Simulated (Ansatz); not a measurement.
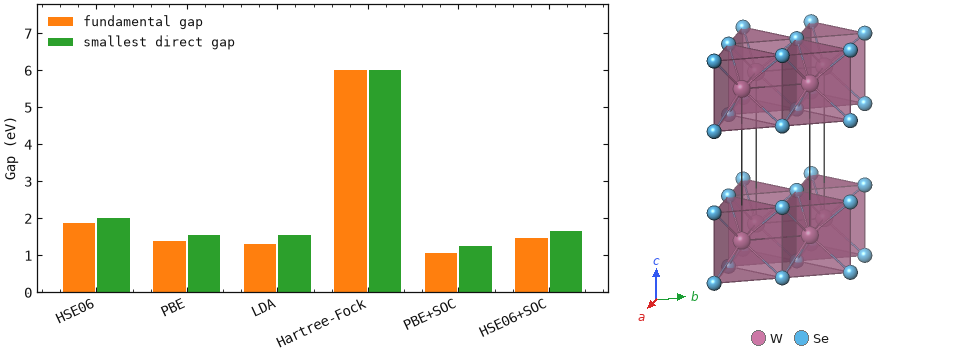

Gaps of WSe₂, space group P-6m2, 3 atoms in the cell, at several levels of theory on one cell (Ansatz, plane waves and PAW; edges over the mesh and the special points).

> How does the gap depend on the level, and does its kind change?

In rising order: PBE+SOC 1.06 eV, LDA 1.30 eV, PBE 1.38 eV, HSE06+SOC 1.48 eV, HSE06 1.89 eV and Hartree-Fock 6.00 eV. It is direct in Hartree-Fock and indirect in the others.
